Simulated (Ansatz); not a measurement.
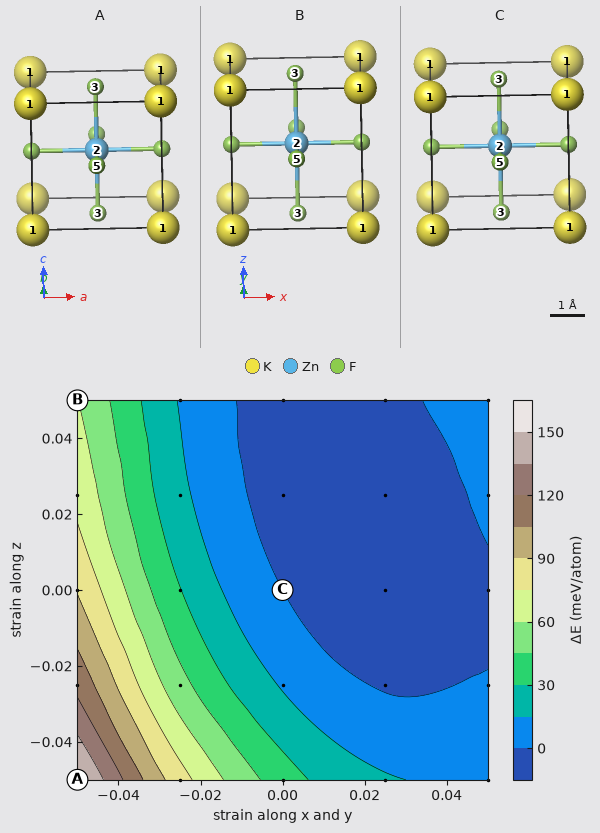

Solid KZnF$_{3}$ (Pm-3m): the cell is strained equally along x and y and separately along z, with the atoms kept at their fractional coordinates. x, y and z are the Cartesian axes of the input. The map is interpolated between the computed points (dots). The lettered frames are marked on it. A ball-and-stick model of the cell of the calculation, seen along the b axis, with a slight tilt.

Theory: DFT PBE, scalar-relativistic, plane waves, PAW in Ansatz. (plane-wave cutoff 420 eV; k-point mesh 6 × 6 × 6; occupations gaussian; smearing width 0.05 eV; no spin polarisation). Energies (free energies at the smearing named) are counted from the cell as listed in its source, which wasn't relaxed.

> Where is the lowest point of the map, and what else does it tell?

In pairs of (strain along x and y; strain along z): the lowest computed point lies at (0.025, 0.025) (−9.6 meV/atom), the highest at (−0.050, −0.050) (154.4 meV/atom). The valley is tilted: raising the in-plane strain is made harder by raising the strain along z (cross term 0.47 of the geometric mean of the two curvatures). Over the ranges scanned the energy rises more along the first axis, the in-plane strain. The pressure runs from −5.1 GPa at (0.050, 0.050) to 24.1 GPa at (−0.050, −0.050). The frames lie at A (−0.050, −0.050): 154.4 meV/atom, B (−0.050, 0.050): 60.3 meV/atom, C (0.000, 0.000): 0.0 meV/atom.

The computed points:

Rows: strain along x and y; columns: strain along z; values in meV/atom.

```csv
,−0.050,−0.025,0.000,0.025,0.050
−0.050,154.4,115.9,89.0,71.0,60.3
−0.025,81.3,50.6,30.5,18.9,14.0
0.000,37.4,13.7,0.0,−5.9,−5.6
0.025,16.4,−1.1,−9.1,−9.6,−4.6
0.050,13.2,1.4,−1.5,2.7,12.1
```
